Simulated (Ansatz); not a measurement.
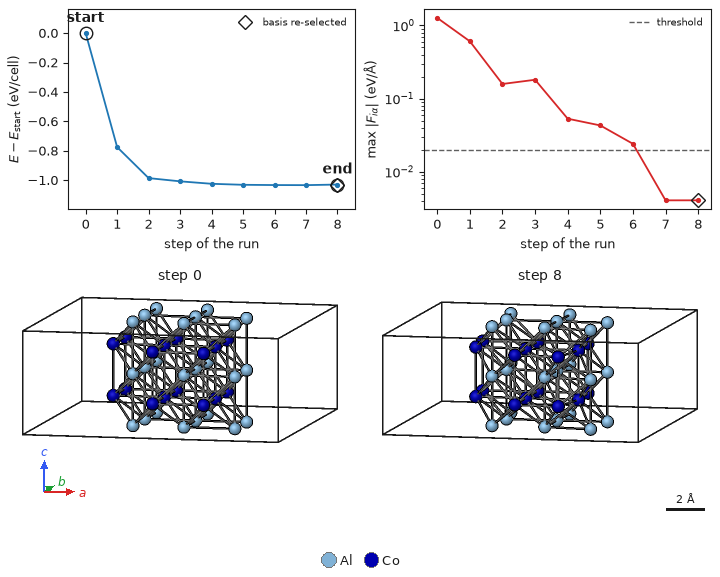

First and last geometry of a relaxation of a wire of composition AlCo, with the history of the run. Style: ball-and-stick. Shown: the 2 repeat of the cell, with the vacuum cut short, slightly off an axis.

Case: wire along [0 0 1], 16 atoms a period.

These are results of DFT PBEsol, scalar-relativistic, plane waves, PAW (Ansatz), not measurements. (plane-wave cutoff 420 eV; k-point mesh 1 × 1 × 19; occupations gaussian; smearing width 0.05 eV; no spin polarisation; cell relaxed at fixed a, b, alpha, beta, gamma; force threshold 0.02 eV/Å; at most 45 steps)

Question: Read the history and describe the run.

Answer: It converged. The energy falls by 1.029 eV per cell of the calculation in 7 accepted moves (8 points after the start). Largest force component: 1.3 eV/Å at the start, 0.0041 eV/Å at the end. The SCF was repeated once at an unchanged geometry on a basis and grid sized afresh for the cell, which shifted the energy by 4.1 meV per cell of the calculation at most. The largest moves relative to the centre of the atoms, 0.33 Å, are those of Al atoms. Largest moves by element: Al 0.33 Å, Co 0.29 Å. Along the periodic axis the drawn cell goes c 5.645 → 5.389 Å (−4.5 %). Near-neighbour distances that change, for instance: Co–Co 2.823 → 2.450 Å, Al–Al 2.823 → 2.650 Å, Co–Co 2.823 → 2.962 Å, Al–Al 2.823 → 2.695 Å.

Limits of the set-up: an element that often carries a moment was run without spin polarisation.
